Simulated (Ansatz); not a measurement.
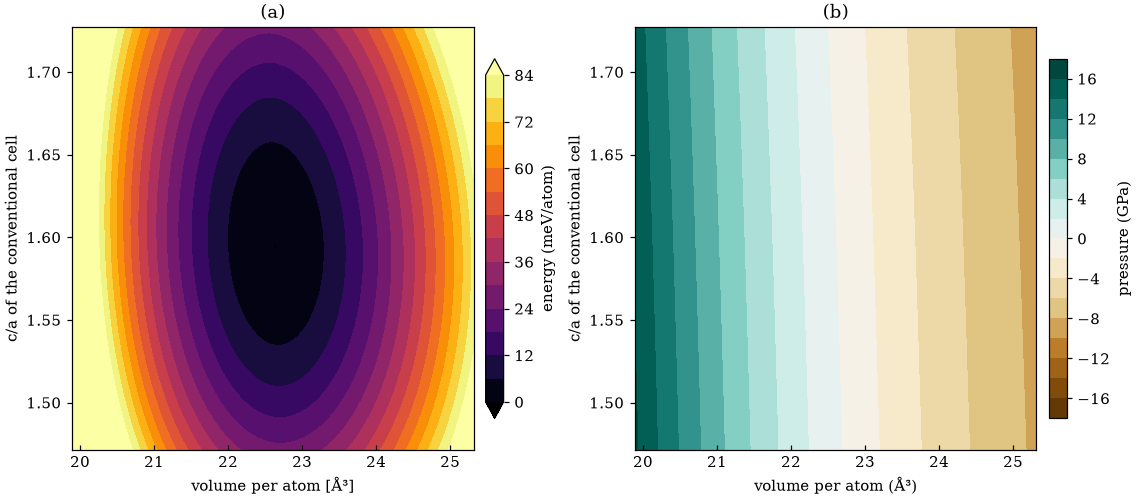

ZrSe₂ (P-3m1, No. 164; 3 atoms in the cell). The energy is mapped over volume and the cell's shape. First axis: volume per atom. Second axis: c/a of the conventional cell. Nothing is relaxed (fractional coordinates fixed). The grid has 5 × 5 points. Points are written as (first, second). Energies: meV/atom, counted from the lowest grid point. The calculation used DFT PBEsol+D3(BJ), scalar-relativistic, plane waves, PAW in Ansatz. Settings: cutoff 420 eV, k-mesh 15×15×8 in the order of the run's cell vectors, gaussian smearing 0.15 eV, no spin polarisation.

Panel (a) is the energy; panel (b) is the computed pressure, in GPa.

In the figure: filled contours, one colour for all values above the top of the scale. Between grid points the surface is interpolated.

### How does the pressure vary over the map, and what is it at the lowest grid point?

It runs from −8.8 GPa at (25.32 Å³, 1.727) to 16.3 GPa at (19.89 Å³, 1.471). At the lowest grid point, (22.60 Å³, 1.594), it is 0.0 GPa. The pressure is minus the slope of the energy with volume, so it vanishes at the true minimum, which need not be a grid point.

PAW datasets: the set soft_1.
